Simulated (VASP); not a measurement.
## Geometry relaxation, with input and output: Ir (part 3 of 3)

Ir (2 atoms in the cell); Kohn-Sham DFT of a periodic cell, PBE, VASP PAW PBE potentials, recommended, no spin polarisation (VASP 6.6.1); cutoff 600 eV, 18×18×10 k-mesh, Gaussian smearing of 0.1 eV. The structure derives from a Materials Project entry.

Geometry of the input (Å; fractional positions):
```
2.7514  0.0000  0.0000
-1.3757  2.3828  0.0000
0.0000  0.0000  4.4623
Ir 0.6667  0.3333  0.7500
Ir 0.3333  0.6667  0.2500
```

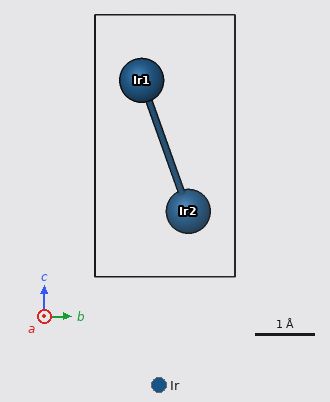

The geometry at step 4 of the log (ball-and-stick view of the cell of the calculation, along the a axis; atoms are numbered from 1 in the order of the input).

## Parts of OUTCAR, continued
```
 -----------------------------------------------------------------------------
  energy-cutoff  :      600.00
  volume of cell :       29.17
      direct lattice vectors                 reciprocal lattice vectors
     2.749018526  0.000000000  0.000000000     0.363766192  0.210020509  0.000000000
    -1.374509263  2.380719879  0.000000000     0.000000000  0.420041017  0.000000000
     0.000000000 -0.000000000  4.457268566     0.000000000 -0.000000000  0.224352647

 POSITION                                       TOTAL-FORCE (eV/Angst)
 -----------------------------------------------------------------------------------
      1.37451      0.79357      3.34295         0.000000     -0.000000      0.000000
     -0.00000      1.58715      1.11432        -0.000000      0.000000      0.000000
 -----------------------------------------------------------------------------------
    total drift:                               -0.000000      0.000000     -0.000000

  FREE ENERGIE OF THE ION-ELECTRON SYSTEM (eV)
  ---------------------------------------------------
  free  energy   TOTEN  =       -17.5591901185 eV

  energy  without entropy=      -17.5485518371  energy(sigma->0) =      -17.55387098

--------------------------------------- Ionic step        6  -------------------------------------------

 number of electron      17.9999999 magnetization

 E-fermi :   9.9823     XC(G=0): -13.7980     alpha+bet :-15.2078

 val. band max:        9.9822391320   @ k =   0.3889  -0.0000   0.0000
 cond. band min:       9.9917620622   @ k =   0.3333  -0.0000   0.4000
 fundamental gap:      0.0095229302
 Fermi energy:         9.9823290926

 k-point     1 :       0.0000    0.0000    0.0000
  band No.  band energies     occupation
      1      -0.9184      2.00000
      2       2.1157      2.00000
      3       6.2062      2.00000
      4       6.3078      2.00000
      5       6.3078      2.00000
      6       6.9338      2.00000
      7       6.9338      2.00000
      8       7.6988      2.00000
      9       7.6988      2.00000
     10       9.2372      2.00000
     11      10.2332      0.00039
     12      10.2332      0.00039
     13      16.7671      0.00000

 k-point     2 :       0.0556    0.0000    0.0000
  band No.  band energies     occupation
      1      -0.8009      2.00000
      2       2.2206      2.00000
      3       5.9841      2.00000
      4       6.4054      2.00000
      5       6.5054      2.00000
      6       6.8697      2.00000
      7       7.0250      2.00000
      8       7.5698      2.00000
      9       7.6253      2.00000
     10       8.5550      2.00000
     11      10.2761      0.00003
     12      11.0769      0.00000
     13      16.7507      0.00000

 k-point     3 :       0.1111    0.0000    0.0000
  band No.  band energies     occupation
      1      -0.4576      2.00000
      2       2.5154      2.00000
      3       5.6735      2.00000
      4       6.6341      2.00000
      5       6.6941      2.00000
      6       6.8426      2.00000
      7       7.0283      2.00000
      8       7.2941      2.00000
      9       7.4293      2.00000
     10       7.9247      2.00000
     11      10.3841      0.00000
     12      12.3533      0.00000
     13      16.6980      0.00000

 k-point     4 :       0.1667    0.0000    0.0000
  band No.  band energies     occupation
      1       0.0827      2.00000
      2       2.9248      2.00000
      3       5.3692      2.00000
      4       6.1897      2.00000
      5       6.4132      2.00000
      6       7.1605      2.00000
      7       7.1622      2.00000
      8       7.2058      2.00000
      9       7.6002      2.00000
     10       7.7261      2.00000
     11      10.5162      0.00000
     12      13.7106      0.00000
     13      16.6083      0.00000

 k-point     5 :       0.2222   -0.0000    0.0000
  band No.  band energies     occupation
      1       0.7637      2.00000
      2       3.2700      2.00000
      3       5.2209      2.00000
      4       5.3770      2.00000
      5       6.2135      2.00000
      6       6.8726      2.00000
      7       7.3314      2.00000
      8       7.7261      2.00000
      9       7.7798      2.00000
     10       8.2948      2.00000
     11      10.6402      0.00000
     12      15.0943      0.00000
     13      16.5021      0.00000

 [... the levels of 18 k-points are left out ...]

 k-point    24 :       0.3889    0.1111    0.0000
  band No.  band energies     occupation
      1       3.0500      2.00000
      2       3.1465      2.00000
      3       3.4799      2.00000
      4       5.9252      2.00000
      5       6.0801      2.00000
      6       6.5536      2.00000
      7       7.1118      2.00000
      8      10.1376      0.02813
      9      10.5812      0.00000
     10      10.6950      0.00000
     11      12.4219      0.00000
     12      15.5026      0.00000
     13      17.9461      0.00000

 [... further k-points ...]

------------------------ aborting loop because EDIFF is reached ----------------------------------------

  FORCE on cell =-STRESS in cart. coord.  units (eV):
  Direction    XX          YY          ZZ          XY          YZ          ZX
  --------------------------------------------------------------------------------------
  -------------------------------------------------------------------------------------
  Total       -0.0697298     -0.0697298     -0.1172092      0.0000000      0.0000000      0.0000000
  in kB       -3.8243448     -3.8243448     -6.4283628      0.0000000      0.0000000      0.0000000
  external PRESSURE =      -4.6923508 kB  Pullay stress =       0.0000000 kB

 VOLUME and BASIS-vectors are now :
 -----------------------------------------------------------------------------
  energy-cutoff  :      600.00
  volume of cell :       29.21
      direct lattice vectors                 reciprocal lattice vectors
     2.750198210  0.000000000  0.000000000     0.363610156  0.209930421  0.000000000
    -1.375099105  2.381741515  0.000000000     0.000000000  0.419860843  0.000000000
     0.000000000 -0.000000000  4.459779283     0.000000000 -0.000000000  0.224226343

 POSITION                                       TOTAL-FORCE (eV/Angst)
 -----------------------------------------------------------------------------------
      1.37510      0.79391      3.34483        -0.000000      0.000000      0.000000
     -0.00000      1.58783      1.11494         0.000000     -0.000000      0.000000
 -----------------------------------------------------------------------------------
    total drift:                               -0.000000      0.000000     -0.000000

  FREE ENERGIE OF THE ION-ELECTRON SYSTEM (eV)
  ---------------------------------------------------
  free  energy   TOTEN  =       -17.5591238525 eV

  energy  without entropy=      -17.5484568564  energy(sigma->0) =      -17.55379035

--------------------------------------- Ionic step        7  -------------------------------------------

 number of electron      17.9999999 magnetization

------------------------ aborting loop because EDIFF is reached ----------------------------------------

  FORCE on cell =-STRESS in cart. coord.  units (eV):
  Direction    XX          YY          ZZ          XY          YZ          ZX
  --------------------------------------------------------------------------------------
  -------------------------------------------------------------------------------------
  Total        0.0119263      0.0119263     -0.0257920      0.0000000     -0.0000000      0.0000000
  in kB        0.6549754      0.6549754     -1.4164614      0.0000000     -0.0000000      0.0000000
  external PRESSURE =      -0.0355035 kB  Pullay stress =       0.0000000 kB

 VOLUME and BASIS-vectors are now :
 -----------------------------------------------------------------------------
  energy-cutoff  :      600.00
  volume of cell :       29.17
      direct lattice vectors                 reciprocal lattice vectors
     2.749088747  0.000000000  0.000000000     0.363756900  0.210015144  0.000000000
    -1.374544373  2.380780692  0.000000000     0.000000000  0.420030288  0.000000000
     0.000000000 -0.000000000  4.457418018     0.000000000 -0.000000000  0.224345124

 POSITION                                       TOTAL-FORCE (eV/Angst)
 -----------------------------------------------------------------------------------
      1.37454      0.79359      3.34306         0.000000     -0.000000      0.000000
     -0.00000      1.58719      1.11435        -0.000000      0.000000      0.000000
 -----------------------------------------------------------------------------------
    total drift:                               -0.000000      0.000000     -0.000000

  FREE ENERGIE OF THE ION-ELECTRON SYSTEM (eV)
  ---------------------------------------------------
  free  energy   TOTEN  =       -17.5591896764 eV

  energy  without entropy=      -17.5485496080  energy(sigma->0) =      -17.55386964

--------------------------------------- Ionic step        8  -------------------------------------------

 number of electron      17.9999999 magnetization

 Free energy of the ion-electron system (eV)
  ---------------------------------------------------
  ext. energy  EPLUGINS =         0.00000000
  ---------------------------------------------------
  free energy    TOTEN  =       -17.55919582 eV

  energy without entropy =      -17.54856744  energy(sigma->0) =      -17.55388163

 E-fermi :  10.0052     XC(G=0): -13.8056     alpha+bet :-15.2274

 val. band max:        9.9998151743   @ k =   0.3333   0.3333   0.1000
 cond. band min:      10.0166926663   @ k =   0.3333  -0.0000   0.4000
 fundamental gap:      0.0168774920
 Fermi energy:        10.0051972855

 k-point     1 :       0.0000    0.0000    0.0000
  band No.  band energies     occupation
      1      -0.9103      2.00000
      2       2.1262      2.00000
      3       6.2290      2.00000
      4       6.3218      2.00000
      5       6.3218      2.00000
      6       6.9511      2.00000
      7       6.9511      2.00000
      8       7.7090      2.00000
      9       7.7090      2.00000
     10       9.2641      2.00000
     11      10.2553      0.00040
     12      10.2553      0.00040
     13      16.8129      0.00000

 k-point     2 :       0.0556    0.0000    0.0000
  band No.  band energies     occupation
      1      -0.7928      2.00000
      2       2.2311      2.00000
      3       6.0008      2.00000
      4       6.4195      2.00000
      5       6.5254      2.00000
      6       6.8870      2.00000
      7       7.0424      2.00000
      8       7.5802      2.00000
      9       7.6354      2.00000
     10       8.5787      2.00000
     11      10.2985      0.00003
     12      11.1024      0.00000
     13      16.7965      0.00000

 k-point     3 :       0.1111    0.0000    0.0000
  band No.  band energies     occupation
      1      -0.4492      2.00000
      2       2.5257      2.00000
      3       5.6878      2.00000
      4       6.6531      2.00000
      5       6.7083      2.00000
      6       6.8634      2.00000
      7       7.0414      2.00000
      8       7.3116      2.00000
      9       7.4389      2.00000
     10       7.9439      2.00000
     11      10.4072      0.00000
     12      12.3816      0.00000
     13      16.7439      0.00000

 k-point     4 :       0.1667    0.0000    0.0000
  band No.  band energies     occupation
      1       0.0914      2.00000
      2       2.9348      2.00000
      3       5.3819      2.00000
      4       6.2036      2.00000
      5       6.4316      2.00000
      6       7.1713      2.00000
      7       7.1751      2.00000
      8       7.2288      2.00000
      9       7.6174      2.00000
     10       7.7439      2.00000
     11      10.5403      0.00000
     12      13.7415      0.00000
     13      16.6540      0.00000

 k-point     5 :       0.2222   -0.0000    0.0000
  band No.  band energies     occupation
      1       0.7727      2.00000
      2       3.2795      2.00000
      3       5.2324      2.00000
      4       5.3900      2.00000
      5       6.2326      2.00000
      6       6.8812      2.00000
      7       7.3487      2.00000
      8       7.7497      2.00000
      9       7.7950      2.00000
     10       8.3129      2.00000
     11      10.6654      0.00000
     12      15.1277      0.00000
     13      16.5472      0.00000

 [... the levels of 18 k-points are left out ...]

 k-point    24 :       0.3889    0.1111    0.0000
  band No.  band energies     occupation
      1       3.0597      2.00000
      2       3.1556      2.00000
      3       3.4887      2.00000
      4       5.9343      2.00000
      5       6.0919      2.00000
      6       6.5720      2.00000
      7       7.1324      2.00000
      8      10.1605      0.02810
      9      10.6018      0.00000
     10      10.7239      0.00000
     11      12.4435      0.00000
     12      15.5253      0.00000
     13      17.9820      0.00000

 [... further k-points ...]

------------------------ aborting loop because EDIFF is reached ----------------------------------------

  FORCE on cell =-STRESS in cart. coord.  units (eV):
  Direction    XX          YY          ZZ          XY          YZ          ZX
  --------------------------------------------------------------------------------------
  -------------------------------------------------------------------------------------
  Total       -0.0086888     -0.0086888      0.0013046      0.0000000      0.0000000      0.0000000
  in kB       -0.4771543     -0.4771543      0.0716442      0.0000000      0.0000000      0.0000000
  external PRESSURE =      -0.2942215 kB  Pullay stress =       0.0000000 kB

 VOLUME and BASIS-vectors are now :
 -----------------------------------------------------------------------------
  energy-cutoff  :      600.00
  volume of cell :       29.18
      direct lattice vectors                 reciprocal lattice vectors
     2.749822959 -0.000000000  0.000000000     0.363659775  0.209959069  0.000000000
    -1.374911480  2.381416539 -0.000000000     0.000000000  0.419918139  0.000000000
     0.000000000 -0.000000000  4.455247654     0.000000000  0.000000000  0.224454414

 POSITION                                       TOTAL-FORCE (eV/Angst)
 -----------------------------------------------------------------------------------
      1.37491      0.79381      3.34144         0.000000     -0.000000      0.000000
     -0.00000      1.58761      1.11381        -0.000000      0.000000      0.000000
 -----------------------------------------------------------------------------------
    total drift:                               -0.000000      0.000000     -0.000000

  FREE ENERGIE OF THE ION-ELECTRON SYSTEM (eV)
  ---------------------------------------------------
  free  energy   TOTEN  =       -17.5591958191 eV

  energy  without entropy=      -17.5485674437  energy(sigma->0) =      -17.55388163

 reached required accuracy - stopping structural energy minimisation
```

## CONTCAR
```
Ir
   1.00000000000000
     2.7498229591947241   -0.0000000000000000    0.0000000000000000
    -1.3749114795973620    2.3814165385378461   -0.0000000000000000
     0.0000000000000000   -0.0000000000000000    4.4552476537081942
  Ir
     2
Direct
     0.6666666699999979    0.3333333300000021    0.7500000000000000
     0.3333333300000021    0.6666666699999979    0.2500000000000000

  0.00000000E+00  0.00000000E+00  0.00000000E+00
  0.00000000E+00  0.00000000E+00  0.00000000E+00
```

## Trajectory as extended XYZ (Å, eV, eV/Å), 8 frames, from step=0 to step=7
```
2
Lattice="2.7514 0.0000 0.0000 -1.3757 2.3828 0.0000 0.0000 0.0000 4.4623" Properties=species:S:1:pos:R:3:forces:R:3 step=0 energy=-17.55893
Ir    1.3757    0.7943    3.3467    0.0000   0.0000   0.0000
Ir    0.0000    1.5885    1.1156    0.0000   0.0000   0.0000
2
Lattice="2.7392 0.0000 0.0000 -1.3696 2.3722 0.0000 0.0000 -0.0000 4.4364" Properties=species:S:1:pos:R:3:forces:R:3 step=1 energy=-17.55471
Ir    1.3696    0.7907    3.3273    0.0000   0.0000   0.0000
Ir    0.0000    1.5815    1.1091    0.0000   0.0000   0.0000
2
Lattice="2.7489 0.0000 0.0000 -1.3744 2.3806 0.0000 0.0000 -0.0000 4.4570" Properties=species:S:1:pos:R:3:forces:R:3 step=2 energy=-17.55919
Ir    1.3744    0.7935    3.3427    0.0000   0.0000   0.0000
Ir    0.0000    1.5871    1.1142    0.0000   0.0000   0.0000
2
Lattice="2.7490 0.0000 0.0000 -1.3745 2.3807 0.0000 0.0000 -0.0000 4.4572" Properties=species:S:1:pos:R:3:forces:R:3 step=3 energy=-17.55919
Ir    1.3745    0.7936    3.3429    0.0000   0.0000   0.0000
Ir    0.0000    1.5871    1.1143    0.0000   0.0000   0.0000
2
Lattice="2.7490 0.0000 0.0000 -1.3745 2.3807 0.0000 0.0000 -0.0000 4.4573" Properties=species:S:1:pos:R:3:forces:R:3 step=4 energy=-17.55919
Ir    1.3745    0.7936    3.3430    0.0000   0.0000   0.0000
Ir    0.0000    1.5871    1.1143    0.0000   0.0000   0.0000
2
Lattice="2.7502 0.0000 0.0000 -1.3751 2.3817 0.0000 0.0000 -0.0000 4.4598" Properties=species:S:1:pos:R:3:forces:R:3 step=5 energy=-17.55912
Ir    1.3751    0.7939    3.3448    0.0000   0.0000   0.0000
Ir    0.0000    1.5878    1.1149    0.0000   0.0000   0.0000
2
Lattice="2.7491 0.0000 0.0000 -1.3745 2.3808 0.0000 0.0000 -0.0000 4.4574" Properties=species:S:1:pos:R:3:forces:R:3 step=6 energy=-17.55919
Ir    1.3745    0.7936    3.3431    0.0000   0.0000   0.0000
Ir    0.0000    1.5872    1.1144    0.0000   0.0000   0.0000
2
Lattice="2.7498 -0.0000 0.0000 -1.3749 2.3814 -0.0000 0.0000 -0.0000 4.4552" Properties=species:S:1:pos:R:3:forces:R:3 step=7 energy=-17.55920
Ir    1.3749    0.7938    3.3414    0.0000   0.0000   0.0000
Ir    0.0000    1.5876    1.1138    0.0000   0.0000   0.0000
```
